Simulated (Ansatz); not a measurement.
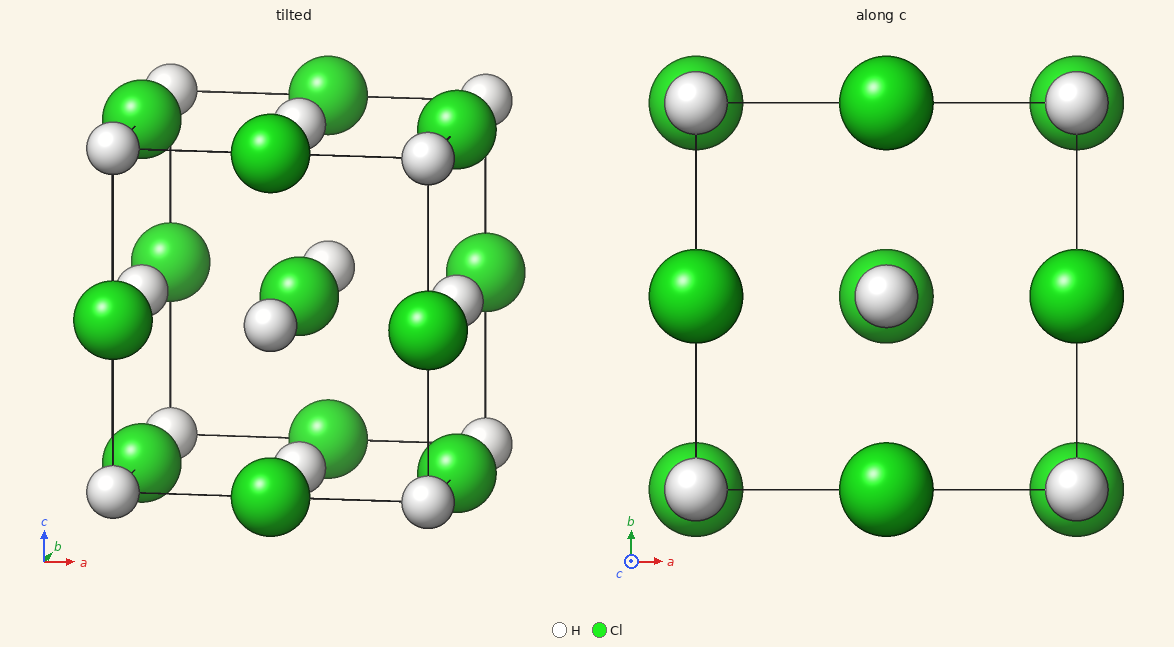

Structure drawing (spheres-only), viewed slightly off an axis and along the c axis. The edges of the conventional unit cell are marked. Cell: a = 5.27 Å, b = 5.35 Å, c = 5.75 Å, α = 90.00°, β = 90.00°, γ = 90.00°.

Shown is a generated cell, made by putting these elements into a known structure type (the compound may or may not exist in this form), as it stood before any relaxation. Ansatz was used for an electronic-structure calculation on it.

Q: What structure is drawn here?

A: Chemical formula HCl. It is face-centred orthorhombic, space group Fmmm (No. 69). Counting shared atoms by their share gives 4 H, 4 Cl, or 8 atoms.

All computed values are from DFT, PAW plane waves, LC-wPBE in Ansatz. Settings: a kinetic-energy cutoff of 420 eV, k-points about 0.36 Å⁻¹ apart, Fermi-Dirac smearing of 0.1 eV, no spin polarisation.

Q: What is the electronic character?

A: An insulator at this level, with a gap of 4.63 eV on the k-mesh.

Q: How are the electrons shared out in a Bader analysis?

A: H +0.60 e; Cl -0.60 e.

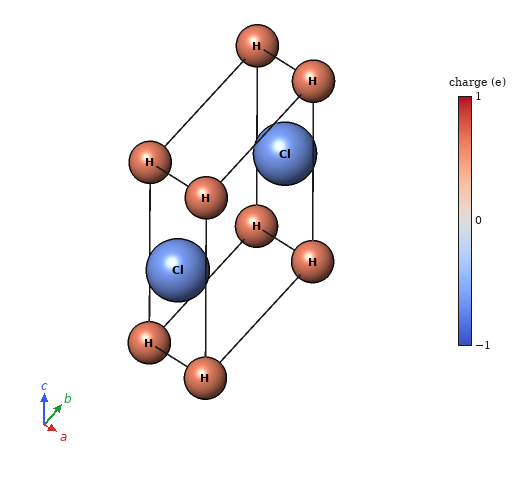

The atoms coloured by those charges. The run's cell of 2 atoms is drawn, so axes and origin can differ from the first picture.

Q: Is the structure relaxed at this level of theory?

A: No. All forces vanish to within 0.01 eV/Å. The pressure is -12.5 GPa, so the cell would contract.
